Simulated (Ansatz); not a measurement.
# Tantalum, bcc under LDA: convergence with the Methfessel-Paxton smearing, part 1 of 2

How small must the Methfessel-Paxton smearing width be for energy and pressure to settle? The geometry was relaxed under LDA beforehand and stays fixed; 7 values are run, from 0.01 to 1.0 eV. Wanted are the values from which on the energy stays within 10 and 1 meV/atom, and the pressure within 0.5 GPa, of the narrowest run. Within the series other settings stay, but some runs also write fields, which adds to their time. Spin polarisation is left out.

Method: DFT LDA, plane waves with PAW, scalar-relativistic, in Ansatz 0.2.0.

## Step 1: The structure to begin with

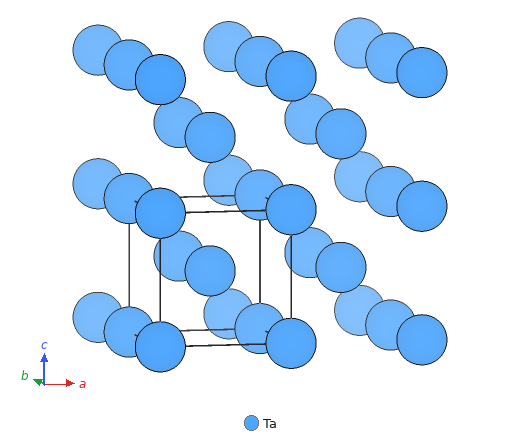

Start, viewed slightly off an axis; tantalum blue. 2×2×2 conventional cells are drawn; the run uses a primitive one. Any atoms on the faces are drawn again on the opposite ones.

Coordinates:

```xyz
1
Lattice="-1.6277 1.6277 1.6277 1.6277 -1.6277 1.6277 1.6277 1.6277 -1.6277" Properties=species:S:1:pos:R:3 pbc="T T T"
Ta    0.0000    0.0000    0.0000
```

## Step 2: Width 0.01 eV

The run at 0.01 eV.

input.yaml reads:

```yaml
crystal:
  lattice:
    - [-1.6276710318, 1.6276710318, 1.6276710318]
    - [1.6276710318, -1.6276710318, 1.6276710318]
    - [1.6276710318, 1.6276710318, -1.6276710318]
  atoms:
    - { symbol: Ta, position: [0.0, 0.0, 0.0] }
hamiltonian:
  xc: lda
  pseudopotentials:
    kind: paw
    azcp:
      Ta: "pseudopotentials/Ta.paw.azcp"
basis:
  ecutwfc: 420
  fft_grid_basis: typed
kpoints:
  mp_grid: { grid: [14, 14, 14], shift: [0, 0, 0] }
magnetization:
  spin_polarized: false
scf:
  occupations: { method: methfessel_paxton, width: 0.01 }
  lower_state_search: "off"
output:
  stress: true
  write_density: true
  write_potential: true
  elf: true
  volumetric_format: npy
```

Run with:

```
$ ansatz run input.yaml --threads 2 --pin off --max-ram 5120MiB --backend cpu --events-out ev --progress --plain --runs-dir out
```

Standard output:

```text
Warning: <dir> the record states the generating functional pbe (its physics header spells it `PBE`), which answers neither for hamiltonian.xc's functional nor for the lda family's — results may be inconsistent (PPs are generated against a specific XC)
Warning: RAYON_NUM_THREADS=2 ignored (pool sized by the plan → 2); use --threads N
Engine: ansatz 0.2.0, aarch64-unknown-linux-gnu
Pseudopotentials: kind: paw
Pseudopotential: Ta, paw, valence charge 13, recommended cutoff 420 eV (normal), <dir>
Functional definition: SPW92
  exchange = slater_x
  correlation = pw_c
Crystal: 1 atoms, lattice volume = 17.249 Å³
Basis set: ecut = 420 eV, 321 PW (Γ)
Bands: 11, of which v1, the nominal top of the filled ones, is band 7 counted from 1 (6 counted from 0)
Symmetry: 48 space group operations
Space group: Im-3m (ITA 229), of the structure as read, at distance tolerance 2.6e-5 Å
k-points: 104 of 2744
Non-local potential: Ta, projectors of the file, l = 0: 3, l = 1: 2, l = 2: 2, l = 3: 1
PAW form: soft (Blöchl's): semilocal exchange-correlation on the pseudo side does not see the compensation charge
PAW frozen core: Ta, regenerated for the run's functional, and the local potential with it (the file was generated under x = pbe(κ = 0.804, μ = 0.2195149727645171), c = pbe(β = 0.06672455060314922))
PAW one-centre angular grid: Ta, 590 points (default); XC on 64 Gauss nodes
Initial density: superposition of atomic densities (neutral atoms: chi_scale 0, normalization atom), corrected by the library's trained network
Initial wavefunctions: pseudopotential atomic-orbital guess
Functional: x = slater, c = lda
SCF iter   1: F=—  HF=-9682.615168 eV  |F-HF|=—  |Δ(HF+E_count)|=         —  Δρ=4.63e-3  dr2=2.65e-3  ethr=1.77e-3  ⟨swp⟩=6.2  Hψ=6693  notcnv=0
preconditioner: auto → none  [insulator: Δε(μ)=0.026 eV  Ē_g=8.629 eV  σ=0.010 eV  W_gap=0.73  n_scr=0 (ndim 8)  ℏωp=20.0 eV  f_vac=0.000  D(μ)=2.55/eV (n_scr^D=42)  ε∞_Penn≈6.4]
SCF iter   2: F=—  HF=-9682.614349 eV  |F-HF|=—  |Δ(HF+E_count)|=   8.20e-4  S|Δr|=    0.00e0  Δρ=2.00e-3  dr2=3.00e-4  ethr=2.04e-5  ⟨swp⟩=2.2  Hψ=2576  notcnv=0  defer=53
SCF iter   3: F=—  HF=-9682.614334 eV  |F-HF|=—  |Δ(HF+E_count)|=   1.47e-5  S|Δr|=    0.00e0  Δρ=4.22e-4  dr2=9.44e-6  ethr=2.31e-6  ⟨swp⟩=1.8  Hψ=1242  notcnv=0  defer=53
SCF iter   4: F=—  HF=-9682.614334 eV  |F-HF|=—  |Δ(HF+E_count)|=   4.21e-7  S|Δr|=    0.00e0  Δρ=2.20e-5  dr2=2.81e-8  ethr=7.69e-10  ⟨swp⟩=9.4  Hψ=7353  notcnv=0
SCF iter   5: F=-9682.614334 eV  HF=-9682.614334 eV  |F-HF|=5.88e-10  |Δ(HF+E_count)|=   4.66e-9  S|Δr|=    0.00e0  Δρ=3.07e-6  dr2=8.21e-10  ethr=2.16e-10  ⟨swp⟩=5.1  Hψ=5601  notcnv=0
SCF 1 converged in 5 iterations: F = -9682.614334 eV  dr2 = 8.21e-10
SCF converged after 5 iterations
Stability not checked: this state was not tested for a lower state beside it, because cold or Methfessel-Paxton smearing, or corrected tetrahedra, fill the levels in a way that the test cannot read (fill_not_monotonic; see scf.lower_state_search)
Free energy (F): -9682.614334 eV
Harris-Foulkes:  -9682.614334 eV  (|F-HF|=5.88e-10)
Internal energy: -9682.614306 eV  (E = F + TS)
E sigma→0 (E₀):  -9682.614327 eV
Entropy (-TS):   -0.000028 eV (-0.028 meV/atom)
Fermi energy:    19.179954 eV
--- Per-component energies (eV) ---
  E_band       = -95.258096
  E_kinetic    = 367.933947
  E_local      = -529.031982  (includes V_loc(G=0)·N_el)
  E_nonlocal   = 21.117889
  E_hartree    = 183.970518
  E_xc         = -217.397227
  E_vxc        = -204.789918  (∫ρ·V_xc dr)
  E_paw        = -8149.206905  (= ΣΔE_a)
  E_vpaw       = -118.429798  (= ΣTr[D̂ρ^β])
  E_aug_tail   = 0.000135  (compensation charges beyond the density's cutoff)
  E_ewald      = -1360.259584
  E_core_change = 0.258903  (= ΣΔE_core)
  E_smearing   = -0.000028  (= −TS)
  E_closure    = 0.000000  (closes the sum)
  Σ components = -9682.614334   (vs F -9682.614334, Δ=0.00e0)
--- Stress (GPa, compression-positive) ---
       -0.150103       0.000000       0.000000
        0.000000      -0.150103       0.000000
        0.000000      -0.000000      -0.150103
  P = ⅓ Tr σ = -0.1501 GPa (-1.501 kbar)
--- Band table (eV; the first three rows and the last of 104) ---
  k-point 0: bands = ["-47.7426", "-13.6166", "-13.6166", "-13.6166", "11.1964", "19.8967", "19.8967", "19.8967", "23.3087", "23.3087", "34.1102"]
  k-point 1: bands = ["-47.7357", "-13.6904", "-13.6392", "-13.6171", "11.4362", "19.7417", "19.8520", "20.1337", "23.0594", "23.3091", "34.3255"]
  k-point 2: bands = ["-47.7163", "-13.8931", "-13.7017", "-13.6185", "12.1101", "19.3371", "19.6424", "20.8324", "22.6625", "23.3322", "34.8007"]
  k-point 103: bands = ["-47.4976", "-14.5598", "-14.5598", "-14.5598", "15.1509", "15.1509", "26.3673", "26.3673", "26.3673", "28.2967", "28.2967"]
```

It took 1 s on 2 threads of Arm Neoverse V1, shared host; peak memory 0.27 GiB.

## Step 3: Width 0.03 eV

The run at 0.03 eV.

input.yaml, as its differences from that of step 2:

```diff
@@ -21,3 +21,3 @@
 scf:
-  occupations: { method: methfessel_paxton, width: 0.01 }
+  occupations: { method: methfessel_paxton, width: 0.03 }
   lower_state_search: "off"
```

Run with:

```
$ ansatz run input.yaml --threads 2 --pin off --max-ram 5120MiB --backend cpu --events-out ev --progress --plain --runs-dir out
```

Standard output:

```text
Warning: <dir> the record states the generating functional pbe (its physics header spells it `PBE`), which answers neither for hamiltonian.xc's functional nor for the lda family's — results may be inconsistent (PPs are generated against a specific XC)
Warning: RAYON_NUM_THREADS=2 ignored (pool sized by the plan → 2); use --threads N
Engine: ansatz 0.2.0, aarch64-unknown-linux-gnu
Pseudopotentials: kind: paw
Pseudopotential: Ta, paw, valence charge 13, recommended cutoff 420 eV (normal), <dir>
Functional definition: SPW92
  exchange = slater_x
  correlation = pw_c
Crystal: 1 atoms, lattice volume = 17.249 Å³
Basis set: ecut = 420 eV, 321 PW (Γ)
Bands: 11, of which v1, the nominal top of the filled ones, is band 7 counted from 1 (6 counted from 0)
Symmetry: 48 space group operations
Space group: Im-3m (ITA 229), of the structure as read, at distance tolerance 2.6e-5 Å
k-points: 104 of 2744
Non-local potential: Ta, projectors of the file, l = 0: 3, l = 1: 2, l = 2: 2, l = 3: 1
PAW form: soft (Blöchl's): semilocal exchange-correlation on the pseudo side does not see the compensation charge
PAW frozen core: Ta, regenerated for the run's functional, and the local potential with it (the file was generated under x = pbe(κ = 0.804, μ = 0.2195149727645171), c = pbe(β = 0.06672455060314922))
PAW one-centre angular grid: Ta, 590 points (default); XC on 64 Gauss nodes
Initial density: superposition of atomic densities (neutral atoms: chi_scale 0, normalization atom), corrected by the library's trained network
Initial wavefunctions: pseudopotential atomic-orbital guess
Functional: x = slater, c = lda
SCF iter   1: F=—  HF=-9682.615370 eV  |F-HF|=—  |Δ(HF+E_count)|=         —  Δρ=4.62e-3  dr2=2.63e-3  ethr=1.77e-3  ⟨swp⟩=6.2  Hψ=6804  notcnv=0
preconditioner: auto → none  [insulator: Δε(μ)=0.026 eV  Ē_g=8.629 eV  σ=0.030 eV  W_gap=0.63  n_scr=0 (ndim 8)  ℏωp=20.0 eV  f_vac=0.000  D(μ)=1.21/eV (n_scr^D=12)  ε∞_Penn≈6.4]
SCF iter   2: F=—  HF=-9682.614400 eV  |F-HF|=—  |Δ(HF+E_count)|=   9.70e-4  S|Δr|=    0.00e0  Δρ=1.94e-3  dr2=2.69e-4  ethr=2.02e-5  ⟨swp⟩=1.8  Hψ=2210  notcnv=0  defer=9
SCF iter   3: F=—  HF=-9682.614396 eV  |F-HF|=—  |Δ(HF+E_count)|=   3.64e-6  S|Δr|=    0.00e0  Δρ=4.46e-4  dr2=1.02e-5  ethr=2.07e-6  ⟨swp⟩=1.2  Hψ=1133  notcnv=0  defer=9
SCF iter   4: F=—  HF=-9682.614397 eV  |F-HF|=—  |Δ(HF+E_count)|=   7.31e-7  S|Δr|=    0.00e0  Δρ=1.89e-5  dr2=2.63e-8  ethr=7.69e-10  ⟨swp⟩=9.4  Hψ=7363  notcnv=0
SCF iter   5: F=-9682.614397 eV  HF=-9682.614397 eV  |F-HF|=1.26e-9  |Δ(HF+E_count)|=   5.41e-9  S|Δr|=    0.00e0  Δρ=3.20e-6  dr2=1.47e-9  ethr=2.02e-10  ⟨swp⟩=5.7  Hψ=5585  notcnv=0
SCF 1 converged in 5 iterations: F = -9682.614397 eV  dr2 = 1.47e-9
SCF converged after 5 iterations
Stability not checked: this state was not tested for a lower state beside it, because cold or Methfessel-Paxton smearing, or corrected tetrahedra, fill the levels in a way that the test cannot read (fill_not_monotonic; see scf.lower_state_search)
Free energy (F): -9682.614397 eV
Harris-Foulkes:  -9682.614397 eV  (|F-HF|=1.26e-9)
Internal energy: -9682.614331 eV  (E = F + TS)
E sigma→0 (E₀):  -9682.614381 eV
Entropy (-TS):   -0.000066 eV (-0.066 meV/atom)
Fermi energy:    19.178578 eV
--- Per-component energies (eV) ---
  E_band       = -95.276107
  E_kinetic    = 367.932893
  E_local      = -529.002185  (includes V_loc(G=0)·N_el)
  E_nonlocal   = 21.107039
  E_hartree    = 183.951483
  E_xc         = -217.398218
  E_vxc        = -204.790907  (∫ρ·V_xc dr)
  E_paw        = -8149.204796  (= ΣΔE_a)
  E_vpaw       = -118.427013  (= ΣTr[D̂ρ^β])
  E_aug_tail   = 0.000135  (compensation charges beyond the density's cutoff)
  E_ewald      = -1360.259584
  E_core_change = 0.258903  (= ΣΔE_core)
  E_smearing   = -0.000066  (= −TS)
  E_closure    = -0.000000  (closes the sum)
  Σ components = -9682.614397   (vs F -9682.614397, Δ=0.00e0)
--- Stress (GPa, compression-positive) ---
       -0.063905      -0.000000       0.000000
       -0.000000      -0.063905      -0.000000
        0.000000      -0.000000      -0.063905
  P = ⅓ Tr σ = -0.0639 GPa (-0.639 kbar)
--- Band table (eV; the first three rows and the last of 104) ---
  k-point 0: bands = ["-47.7447", "-13.6186", "-13.6186", "-13.6186", "11.1965", "19.8954", "19.8954", "19.8954", "23.3079", "23.3079", "34.1104"]
  k-point 1: bands = ["-47.7378", "-13.6923", "-13.6411", "-13.6190", "11.4362", "19.7404", "19.8508", "20.1325", "23.0587", "23.3083", "34.3256"]
  k-point 2: bands = ["-47.7184", "-13.8950", "-13.7037", "-13.6204", "12.1101", "19.3359", "19.6413", "20.8311", "22.6617", "23.3314", "34.8007"]
  k-point 103: bands = ["-47.4997", "-14.5616", "-14.5616", "-14.5616", "15.1506", "15.1506", "26.3657", "26.3657", "26.3657", "28.2965", "28.2965"]
```

Wall time 1 s (2 threads of Arm Neoverse V1, shared host); peak memory 0.27 GiB.

## Step 4: Width 0.1 eV

The run at 0.1 eV.

input.yaml, as its differences from that of step 3:

```diff
@@ -21,3 +21,3 @@
 scf:
-  occupations: { method: methfessel_paxton, width: 0.03 }
+  occupations: { method: methfessel_paxton, width: 0.1 }
   lower_state_search: "off"
@@ -25,5 +25 @@
   stress: true
-  write_density: true
-  write_potential: true
-  elf: true
-  volumetric_format: npy
```

Run with:

```
$ ansatz run input.yaml --threads 2 --pin off --max-ram 5120MiB --backend cpu --events-out ev --progress --plain --runs-dir out
```

Standard output:

```text
Warning: <dir> the record states the generating functional pbe (its physics header spells it `PBE`), which answers neither for hamiltonian.xc's functional nor for the lda family's — results may be inconsistent (PPs are generated against a specific XC)
Warning: RAYON_NUM_THREADS=2 ignored (pool sized by the plan → 2); use --threads N
Engine: ansatz 0.2.0, aarch64-unknown-linux-gnu
Pseudopotentials: kind: paw
Pseudopotential: Ta, paw, valence charge 13, recommended cutoff 420 eV (normal), <dir>
Functional definition: SPW92
  exchange = slater_x
  correlation = pw_c
Crystal: 1 atoms, lattice volume = 17.249 Å³
Basis set: ecut = 420 eV, 321 PW (Γ)
Bands: 11, of which v1, the nominal top of the filled ones, is band 7 counted from 1 (6 counted from 0)
Symmetry: 48 space group operations
Space group: Im-3m (ITA 229), of the structure as read, at distance tolerance 2.6e-5 Å
k-points: 104 of 2744
Non-local potential: Ta, projectors of the file, l = 0: 3, l = 1: 2, l = 2: 2, l = 3: 1
PAW form: soft (Blöchl's): semilocal exchange-correlation on the pseudo side does not see the compensation charge
PAW frozen core: Ta, regenerated for the run's functional, and the local potential with it (the file was generated under x = pbe(κ = 0.804, μ = 0.2195149727645171), c = pbe(β = 0.06672455060314922))
PAW one-centre angular grid: Ta, 590 points (default); XC on 64 Gauss nodes
Initial density: superposition of atomic densities (neutral atoms: chi_scale 0, normalization atom), corrected by the library's trained network
Initial wavefunctions: pseudopotential atomic-orbital guess
Functional: x = slater, c = lda
SCF iter   1: F=—  HF=-9682.615370 eV  |F-HF|=—  |Δ(HF+E_count)|=         —  Δρ=4.46e-3  dr2=2.39e-3  ethr=1.77e-3  ⟨swp⟩=5.2  Hψ=6469  notcnv=0
preconditioner: auto → none  [metal: Δε(μ)=0.042 eV  Ē_g=8.640 eV  σ=0.100 eV  W_gap=0.33  n_scr=0 (ndim 8)  ℏωp=20.0 eV  f_vac=0.000  D(μ)=1.13/eV (n_scr^D=12)]
SCF iter   2: F=—  HF=-9682.614418 eV  |F-HF|=—  |Δ(HF+E_count)|=   9.52e-4  S|Δr|=    0.00e0  Δρ=1.90e-3  dr2=2.52e-4  ethr=1.84e-5  ⟨swp⟩=1.6  Hψ=2122  notcnv=0
SCF iter   3: F=—  HF=-9682.614419 eV  |F-HF|=—  |Δ(HF+E_count)|=   1.11e-6  S|Δr|=    0.00e0  Δρ=4.38e-4  dr2=9.85e-6  ethr=1.94e-6  ⟨swp⟩=1.2  Hψ=1140  notcnv=0
SCF iter   4: F=—  HF=-9682.614421 eV  |F-HF|=—  |Δ(HF+E_count)|=   1.49e-6  S|Δr|=    0.00e0  Δρ=1.56e-5  dr2=2.23e-8  ethr=7.69e-10  ⟨swp⟩=4.1  Hψ=4268  notcnv=0
SCF iter   5: F=-9682.614421 eV  HF=-9682.614421 eV  |F-HF|=1.42e-9  |Δ(HF+E_count)|=   7.35e-9  S|Δr|=    0.00e0  Δρ=3.54e-6  dr2=1.62e-9  ethr=1.71e-10  ⟨swp⟩=2.0  Hψ=3852  notcnv=0
SCF 1 converged in 5 iterations: F = -9682.614421 eV  dr2 = 1.62e-9
SCF converged after 5 iterations
Stability not checked: this state was not tested for a lower state beside it, because cold or Methfessel-Paxton smearing, or corrected tetrahedra, fill the levels in a way that the test cannot read (fill_not_monotonic; see scf.lower_state_search)
Free energy (F): -9682.614421 eV
Harris-Foulkes:  -9682.614421 eV  (|F-HF|=1.42e-9)
Internal energy: -9682.614557 eV  (E = F + TS)
E sigma→0 (E₀):  -9682.614455 eV
Entropy (-TS):   0.000136 eV (0.136 meV/atom)
Fermi energy:    19.190144 eV
--- Per-component energies (eV) ---
  E_band       = -95.304003
  E_kinetic    = 367.926360
  E_local      = -528.955570  (includes V_loc(G=0)·N_el)
  E_nonlocal   = 21.093248
  E_hartree    = 183.921957
  E_xc         = -217.399123
  E_vxc        = -204.791743  (∫ρ·V_xc dr)
  E_paw        = -8149.200882  (= ΣΔE_a)
  E_vpaw       = -118.421352  (= ΣTr[D̂ρ^β])
  E_aug_tail   = 0.000135  (compensation charges beyond the density's cutoff)
  E_ewald      = -1360.259584
  E_core_change = 0.258903  (= ΣΔE_core)
  E_smearing   = 0.000136  (= −TS)
  E_closure    = 0.000000  (closes the sum)
  Σ components = -9682.614421   (vs F -9682.614421, Δ=0.00e0)
--- Stress (GPa, compression-positive) ---
        0.052800      -0.000000       0.000000
        0.000000       0.052800       0.000000
        0.000000      -0.000000       0.052800
  P = ⅓ Tr σ = 0.0528 GPa (0.528 kbar)
```

Run time: 1.3 s. Hardware: 2 threads of Arm Neoverse V1, shared host; peak memory 0.27 GiB.

## Step 5: Width 0.2 eV

The run at 0.2 eV.

input.yaml, as its differences from that of step 4:

```diff
@@ -21,3 +21,3 @@
 scf:
-  occupations: { method: methfessel_paxton, width: 0.1 }
+  occupations: { method: methfessel_paxton, width: 0.2 }
   lower_state_search: "off"
```

Run with:

```
$ ansatz run input.yaml --threads 2 --pin off --max-ram 5120MiB --backend cpu --events-out ev --progress --plain --runs-dir out
```

Standard output:

```text
Warning: <dir> the record states the generating functional pbe (its physics header spells it `PBE`), which answers neither for hamiltonian.xc's functional nor for the lda family's — results may be inconsistent (PPs are generated against a specific XC)
Warning: RAYON_NUM_THREADS=2 ignored (pool sized by the plan → 2); use --threads N
Engine: ansatz 0.2.0, aarch64-unknown-linux-gnu
Pseudopotentials: kind: paw
Pseudopotential: Ta, paw, valence charge 13, recommended cutoff 420 eV (normal), <dir>
Functional definition: SPW92
  exchange = slater_x
  correlation = pw_c
Crystal: 1 atoms, lattice volume = 17.249 Å³
Basis set: ecut = 420 eV, 321 PW (Γ)
Bands: 11, of which v1, the nominal top of the filled ones, is band 7 counted from 1 (6 counted from 0)
Symmetry: 48 space group operations
Space group: Im-3m (ITA 229), of the structure as read, at distance tolerance 2.6e-5 Å
k-points: 104 of 2744
Non-local potential: Ta, projectors of the file, l = 0: 3, l = 1: 2, l = 2: 2, l = 3: 1
PAW form: soft (Blöchl's): semilocal exchange-correlation on the pseudo side does not see the compensation charge
PAW frozen core: Ta, regenerated for the run's functional, and the local potential with it (the file was generated under x = pbe(κ = 0.804, μ = 0.2195149727645171), c = pbe(β = 0.06672455060314922))
PAW one-centre angular grid: Ta, 590 points (default); XC on 64 Gauss nodes
Initial density: superposition of atomic densities (neutral atoms: chi_scale 0, normalization atom), corrected by the library's trained network
Initial wavefunctions: pseudopotential atomic-orbital guess
Functional: x = slater, c = lda
SCF iter   1: F=—  HF=-9682.614822 eV  |F-HF|=—  |Δ(HF+E_count)|=         —  Δρ=4.50e-3  dr2=2.43e-3  ethr=1.77e-3  ⟨swp⟩=5.2  Hψ=6083  notcnv=0
preconditioner: auto → none  [metal: Δε(μ)=0.042 eV  Ē_g=8.640 eV  σ=0.200 eV  W_gap=0.17  n_scr=0 (ndim 8)  ℏωp=20.0 eV  f_vac=0.000  D(μ)=1.15/eV (n_scr^D=12)]
SCF iter   2: F=—  HF=-9682.614046 eV  |F-HF|=—  |Δ(HF+E_count)|=   7.76e-4  S|Δr|=    0.00e0  Δρ=1.91e-3  dr2=2.52e-4  ethr=1.87e-5  ⟨swp⟩=1.7  Hψ=2141  notcnv=0
SCF iter   3: F=—  HF=-9682.614050 eV  |F-HF|=—  |Δ(HF+E_count)|=   4.01e-6  S|Δr|=    0.00e0  Δρ=4.51e-4  dr2=1.06e-5  ethr=1.94e-6  ⟨swp⟩=1.1  Hψ=1152  notcnv=0
SCF iter   4: F=—  HF=-9682.614051 eV  |F-HF|=—  |Δ(HF+E_count)|=   1.11e-6  S|Δr|=    0.00e0  Δρ=1.51e-5  dr2=1.65e-8  ethr=7.69e-10  ⟨swp⟩=4.1  Hψ=4286  notcnv=0
SCF iter   5: F=-9682.614051 eV  HF=-9682.614051 eV  |F-HF|=7.99e-10  |Δ(HF+E_count)|=   4.30e-9  S|Δr|=    0.00e0  Δρ=2.75e-6  dr2=9.46e-10  ethr=1.27e-10  ⟨swp⟩=2.1  Hψ=3738  notcnv=0
SCF 1 converged in 5 iterations: F = -9682.614051 eV  dr2 = 9.46e-10
SCF converged after 5 iterations
Stability not checked: this state was not tested for a lower state beside it, because cold or Methfessel-Paxton smearing, or corrected tetrahedra, fill the levels in a way that the test cannot read (fill_not_monotonic; see scf.lower_state_search)
Free energy (F): -9682.614051 eV
Harris-Foulkes:  -9682.614051 eV  (|F-HF|=7.99e-10)
Internal energy: -9682.615333 eV  (E = F + TS)
E sigma→0 (E₀):  -9682.614371 eV
Entropy (-TS):   0.001282 eV (1.282 meV/atom)
Fermi energy:    19.194246 eV
--- Per-component energies (eV) ---
  E_band       = -95.304679
  E_kinetic    = 367.915177
  E_local      = -528.952979  (includes V_loc(G=0)·N_el)
  E_nonlocal   = 21.099349
  E_hartree    = 183.920735
  E_xc         = -217.397521
  E_vxc        = -204.789940  (∫ρ·V_xc dr)
  E_paw        = -8149.199548  (= ΣΔE_a)
  E_vpaw       = -118.418648  (= ΣTr[D̂ρ^β])
  E_aug_tail   = 0.000135  (compensation charges beyond the density's cutoff)
  E_ewald      = -1360.259584
  E_core_change = 0.258903  (= ΣΔE_core)
  E_smearing   = 0.001282  (= −TS)
  E_closure    = -0.000000  (closes the sum)
  Σ components = -9682.614051   (vs F -9682.614051, Δ=0.00e0)
--- Stress (GPa, compression-positive) ---
       -0.001658       0.000000       0.000000
       -0.000000      -0.001658       0.000000
        0.000000      -0.000000      -0.001658
  P = ⅓ Tr σ = -0.0017 GPa (-0.017 kbar)
```

Wall time 0.74 s (2 threads of Arm Neoverse V1, shared host); peak memory 0.26 GiB.

(Continued in part 2 of 2.)
